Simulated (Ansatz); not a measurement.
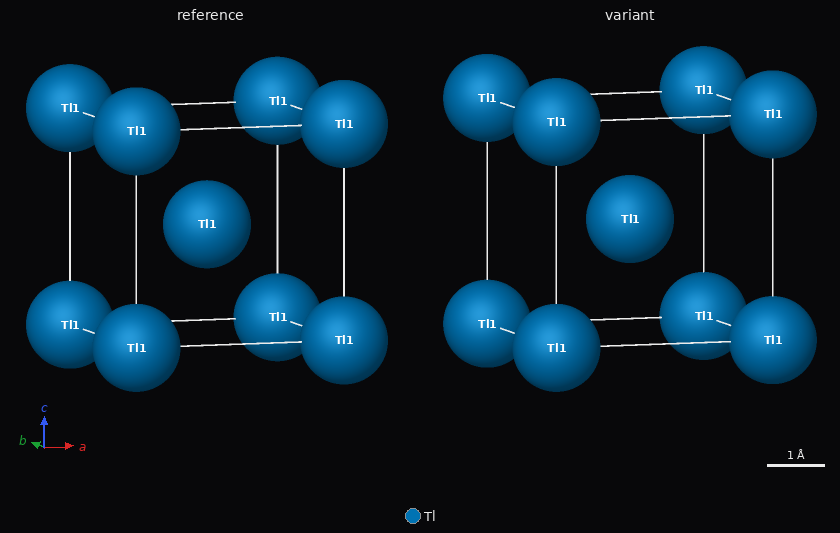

Left: a symmetric starting cell of Tl. Right: the same structure after one change, at the same scale. A spheres-only model of the conventional cell (2 times the calculation's cell), seen slightly off an axis. Lengths and directions refer to the drawn axes.

Computed with DFT PBE, scalar-relativistic, plane waves, PAW (Ansatz). Set-up: plane-wave cutoff 420 eV; k-point mesh 16 × 16 × 16; occupations gaussian; smearing width 0.1 eV; no spin polarisation.

Which change leads from the left to the right?

Answer. All lengths are scaled by +4.3 % (volume +13.4 %), the atoms keeping their fractional coordinates. No relaxation follows. The starting cell wasn't computed here and needn't be at equilibrium, so pressure and forces aren't due to the change alone.

How do the computed properties respond?

Answer. Some distances before and after: Tl–Tl 3.362 → 3.506 Å. The space group stays Im-3m (No. 229). The pressure is −1.3 GPa (not all of it need come from the change, since the unchanged cell can be under pressure at this level too). All forces vanish by symmetry.
